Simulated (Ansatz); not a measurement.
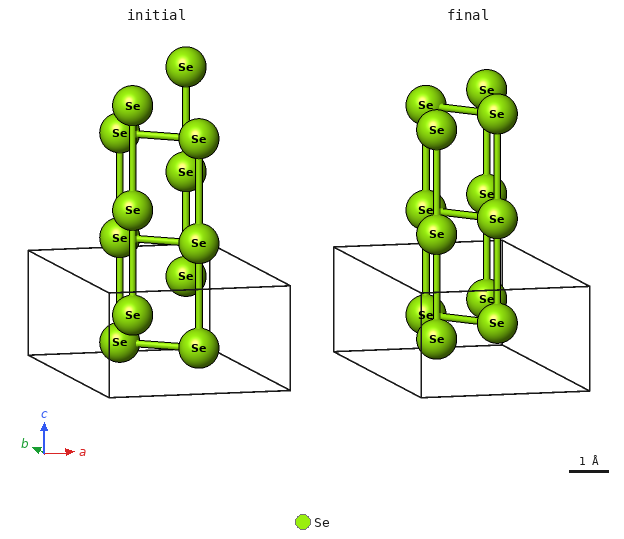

The structure of a crystal of Se (set up in P2_12_12) before (left) and after (right) a relaxation, at one scale.

Style: ball-and-stick. Shown: the cell of the calculation, repeated 1 × 1 × 3 with one cell outlined, slightly off an axis.

The calculation used Ansatz 0.2.0, DFT PBE, scalar-relativistic, plane waves, PAW.

Input file:
```yaml
crystal:
  lattice:
    - [4.8681583976, 0.0, 0.0]
    - [0.0, 7.90932954, 0.0]
    - [0.0, 0.0, 2.7402019956]
  atoms:
    - { symbol: Se, position: [0.6740806, 0.40104581, 0.2638364] }
    - { symbol: Se, position: [0.8259194, 0.90104581, 0.7361636] }
    - { symbol: Se, position: [0.3259194, 0.59895419, 0.2638364] }
    - { symbol: Se, position: [0.1740806, 0.09895419, 0.7361636] }
basis:
  ecutwfc: 420
kpoints:
  mp_grid: { grid: [10, 6, 16] }
hamiltonian:
  xc: pbe
scf:
  occupations: { method: gaussian, width: 0.1 }
output:
  forces: true
  stress: true
  eigenvalues: true
  write_density: true
  write_potential: true
  elf: true
  volumetric_format: npy
relax:
  adjacent_minimum: "off"
  f_tol: 0.005
  max_steps: 80
  cell: { stress_tol: 0.05 }
```

Run as
```bash
ansatz run input.yaml --threads 2 --pin off --max-ram 5120MiB --backend cpu --events-out ev --progress --plain --runs-dir out
```

Summarise the run.

The largest moves relative to the cell, 0.67 Å, are those of Se1, Se2, Se3 and Se4. Se2 goes roughly along −c. The drawn cell changes as follows: a 4.868 → 4.529 Å (−7.0 %), b 7.909 → 8.566 Å (+8.3 %), c 2.740 → 2.739 Å (−0.1 %); the volume changes by +0.7 %. Among the contacts that change: Se1–Se4 3.648 → 3.243 Å, Se1–Se3 2.307 → 2.396 Å. The space group (tolerance 0.01 Å) goes from P2_12_12 (No. 18) to Pbam (No. 55). The energy falls by 34.0 meV per atom in 11 accepted moves (13 points after the start). The largest force component goes from 0.47 to 0.00045 eV/Å. The pressure goes from 1.65 to 0.00 GPa. The line search rejected the trial step at point 6 of the run. The SCF was repeated once at an unchanged geometry on a basis and grid sized afresh for the cell, which shifted the energy by less than 0.05 meV per atom at most. The run took 14 min on 2 threads of Arm Neoverse V1 (shared host), peak memory 0.86 GiB.
